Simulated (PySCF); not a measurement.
# CHF3 (trifluoromethane) at 6 levels

We compute a comparison of 6 runs (PBE/STO-3G, PBE0/STO-3G, SVWN5/STO-3G, MP2/STO-3G, CCSDT(Q)/STO-3G, NEVPT2(2,2)/STO-3G) of CHF3 (trifluoromethane). The job is set up through a Python script.

Program for the calculation: PySCF 2.14.0.

4 further runs of the same task are left out: 1 that didn't finish, 3 set aside as unsound or not needed.

## 1. The molecule

CHF3: 5 atoms, total charge 0, spin state singlet. SMILES: `FC(F)F`. The F1–C2 distance was set to 1.991 Å, away from the relaxed value. At this shape a bond of the SMILES string is far longer than usual.

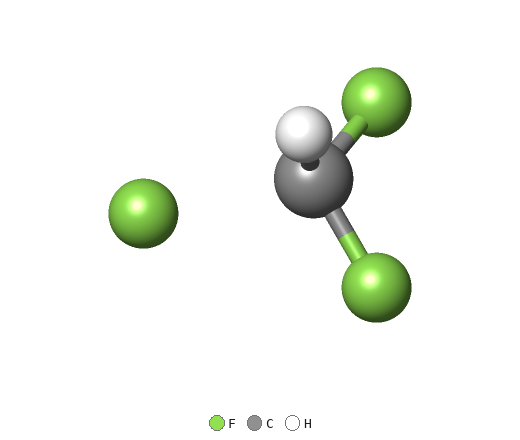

Viewed from a chosen angle; fluorine green, carbon grey, hydrogen white.

## 2. The energy at PBE/STO-3G (run 1)

Contents of run.py:

```python
from pyscf import gto, dft

mol = gto.M(
    atom='''
F     -1.910447    -0.993773     3.040885
C      0.035810     0.103198     0.012850
F      1.969888    -1.464405    -0.297481
F     -1.457489    -0.073265    -1.996288
H      0.713504     2.062617     0.249349
''',
    basis='sto-3g',
    verbose=3,
    unit='bohr',
    max_memory=1860,
)

myscf = dft.RKS(mol)
myscf.xc = 'pbe'
myscf.conv_tol = 1e-10
myscf.grids.level = 5
myscf.kernel()
if not myscf.converged:
    myscf = myscf.newton().run(myscf.mo_coeff, myscf.mo_occ)

energy = myscf.e_tot
print(f'total energy: {energy:.8f} hartree')
```

On the command line:

```bash
$ OMP_NUM_THREADS=1 python run.py
```

The log of the run:

```text
converged SCF energy = -332.967057039368
total energy: -332.96705704 hartree
```

It took 3.9 s on 1 thread of Arm Neoverse V2, shared host; peak memory 0.21 GiB.

## 3. The energy at PBE0/STO-3G (run 2)

Contents of calc.py:

```python
from pyscf import gto, dft

mol = gto.M(
    atom='''
F     -1.910447    -0.993773     3.040885
C      0.035810     0.103198     0.012850
F      1.969888    -1.464405    -0.297481
F     -1.457489    -0.073265    -1.996288
H      0.713504     2.062617     0.249349
''',
    unit='bohr',
    verbose=3,
    max_memory=1860,
    basis='sto-3g',
)

mf = dft.RKS(mol, xc='pbe0')
mf.grids.level = 5
mf.conv_tol = 1e-10
mf.kernel()
if not mf.converged:
    mf = mf.newton().run(mf.mo_coeff, mf.mo_occ)

energy = mf.e_tot
print('Final energy', energy)
```

On the command line:

```bash
$ OMP_NUM_THREADS=1 python calc.py
```

The log of the run:

```text
converged SCF energy = -333.008472094015
Final energy -333.00847209401485
```

It took 3.9 s on 1 thread of Arm Neoverse V2, shared host; peak memory 0.21 GiB.

## 4. The energy at SVWN5/STO-3G (run 3)

Contents of job.py:

```python
from pyscf import gto, dft

mol = gto.Mole()
mol.atom = '''
F     -1.910447    -0.993773     3.040885
C      0.035810     0.103198     0.012850
F      1.969888    -1.464405    -0.297481
F     -1.457489    -0.073265    -1.996288
H      0.713504     2.062617     0.249349
'''
mol.unit = 'bohr'
mol.max_memory = 1860
mol.basis = 'sto-3g'
mol.verbose = 3
mol.build()

ks = dft.RKS(mol)
ks.xc = 'svwn'
ks.grids.level = 5
ks.conv_tol = 1e-10
ks.kernel()
if not ks.converged:
    ks = ks.newton().run(ks.mo_coeff, ks.mo_occ)

e_tot = ks.e_tot
print('E = %.10f Eh' % e_tot)
```

On the command line:

```bash
$ OMP_NUM_THREADS=1 python job.py
```

The log of the run:

```text
converged SCF energy = -330.983709905239
E = -330.9837099052 Eh
```

It took 2.4 s on 1 thread of Arm Neoverse V2, shared host; peak memory 0.14 GiB.

Runs 4 to 5 aren't shown in full; the table further down has their settings and results.

## 5. The energy at NEVPT2(2,2)/STO-3G (run 6)

Contents of job.py:

```python
import numpy
from pyscf import gto, scf, mp, mcscf, mrpt

system = gto.M(
    atom=[
    ('F', (-1.010965, -0.525882, 1.609167)),
    ('C', (0.018950, 0.054610, 0.006800)),
    ('F', (1.042420, -0.774930, -0.157420)),
    ('F', (-0.771270, -0.038770, -1.056390)),
    ('H', (0.377570, 1.091490, 0.131950)),
],
    verbose=4,
    basis='sto-3g',
    max_memory=1860,
    charge=0,
)

hf = system.RHF()
hf.conv_tol = 1e-10
hf.kernel()
if not hf.converged:
    hf = hf.newton().run(hf.mo_coeff, hf.mo_occ)

pt = mp.MP2(scf.addons.convert_to_uhf(hf)).run()
noons, natorbs = mcscf.addons.make_natural_orbitals(pt)
print('natural occupations', numpy.round(noons[:40], 4))
cas = mcscf.CASSCF(hf, 2, 2)
cas.fix_spin_(ss=0.0)
cas.natorb = True
cas.kernel(natorbs)
e_pt2 = mrpt.NEVPT(cas).kernel()
etot = cas.e_tot + e_pt2
print('Final energy', etot)
```

On the command line:

```bash
$ OMP_NUM_THREADS=1 python job.py
```

The log of the run:

```text
PySCF version 2.14.0

[INPUT] num. atoms = 5
[INPUT] num. electrons = 34
[INPUT] charge = 0
[INPUT] spin (= nelec alpha-beta = 2S) = 0
[INPUT] symmetry False subgroup None
[INPUT] Mole.unit = angstrom
[INPUT] Symbol           X                Y                Z      unit          X                Y                Z       unit  Magmom
[INPUT]  1 F     -1.010965000000  -0.525882000000   1.609167000000 AA   -1.910446971521  -0.993772953839   3.040884918688 Bohr   0.0
[INPUT]  2 C      0.018950000000   0.054610000000   0.006800000000 AA    0.035810310061   0.103197943662   0.012850137647 Bohr   0.0
[INPUT]  3 F      1.042420000000  -0.774930000000  -0.157420000000 AA    1.969888306769  -1.464405465709  -0.297480686529 Bohr   0.0
[INPUT]  4 F     -0.771270000000  -0.038770000000  -1.056390000000 AA   -1.457489068093  -0.073264681849  -1.996287780729 Bohr   0.0
[INPUT]  5 H      0.377570000000   1.091490000000   0.131950000000 AA    0.713503892852   2.062617167702   0.249349362136 Bohr   0.0

[... 48 lines left out ...]
converged SCF energy = -331.9298888668
[... 33 lines left out ...]
sorting_mo_energy = False
[... 18 lines left out ...]
1-step CASSCF converged in   2 macro ( 16 JK   6 micro) steps
[... 2 lines left out ...]
Natural orbital (expansion on meta-Lowdin AOs) in CAS space
[... 8 lines left out ...]
CASSCF energy = -332.033714427179
[... 2 lines left out ...]
******** <class 'pyscf.mrpt.nevpt2.NEVPT'> ********
NEVPT2 (1e+1e, 2o), ncore = 16, nvir = 3
root = 0
Natural occ [1.69831006 0.30168994]
Natural orbital (expansion on meta-Lowdin AOs) in CAS space
               #1        #2
0 F 1s          -0.00083   0.00117
0 F 2s           0.03787  -0.06591
0 F 2px         -0.37743  -0.35331
[... 17 lines of this table left out ...]
4 H 1s           0.09336  -0.08533
<CAS-nat-orb|mo-hf>  17     17       0.95688285
<CAS-nat-orb|mo-hf>  18     18       0.99887781
Sr    (-1)',   E = -0.00000000030463
Si    (+1)',   E = -0.00000000001586
Sijrs (0)  ,   E = -0.05323031281103
Sijr  (+1) ,   E = -0.01651924400210
Srsi  (-1) ,   E = -0.00220758625329
Srs   (-2) ,   E = -0.00006836810613
Sij   (+2) ,   E = -0.00127350788711
Sir   (0)' ,   E = -0.00311645740181
Nevpt2 Energy = -0.076415476781950
Final energy -332.1101299039612
```

Run time: 0.76 s. Hardware: 1 thread of Arm Neoverse V2, shared host; peak memory 0.12 GiB.

## 6. The series

```tsv
run	level	integration grid	frozen core orbitals	energy (Eh)	dipole moment (D) of the reference	HOMO energy (eV)	LUMO energy (eV)	wall time
1	PBE/STO-3G	5	–	-332.967057	1.72	-0.98	1.06	3.9 s
2	PBE0/STO-3G	5	–	-333.008472	1.64	-4.04	1.72	3.9 s
3	SVWN5/STO-3G	5	–	-330.983710	1.77	-0.82	1.11	2.4 s
4	MP2/STO-3G	–	4	-332.073211	1.48	-8.79	5.50	0.64 s
5	CCSDT(Q)/STO-3G	–	4	-332.136318	1.48	-8.79	5.50	6.9 s
6	NEVPT2(2,2)/STO-3G	–	–	-332.110130	1.48	-8.79	5.50	0.76 s
```

## 7. Summary of results

| quantity | value |
| --- | --- |
| run 6: total energy | -332.11013 Eh |
| run 6: dipole moment (Hartree–Fock density) | 1.48 D |
| run 6: HOMO energy (Hartree–Fock orbitals) | -8.79 eV |
| run 6: LUMO energy (Hartree–Fock orbitals) | 5.50 eV |
| run 6: HOMO–LUMO gap (Hartree–Fock orbitals) | 14.29 eV |

**Reading.** Over runs 1, 2, 3 the dipole moment (its size) runs from 1.64 D (PBE0/STO-3G) to 1.77 D (SVWN5/STO-3G). Over runs 1, 2, 3 the HOMO–LUMO gap runs from 1.93 eV (SVWN5/STO-3G) to 5.76 eV (PBE0/STO-3G). Totals of different functionals can't be ranked against each other. In runs 1, 2, 3, 4, 5, 6 the basis is minimal, so the values are rough. All runs together took 18 s, the longest 6.9 s.
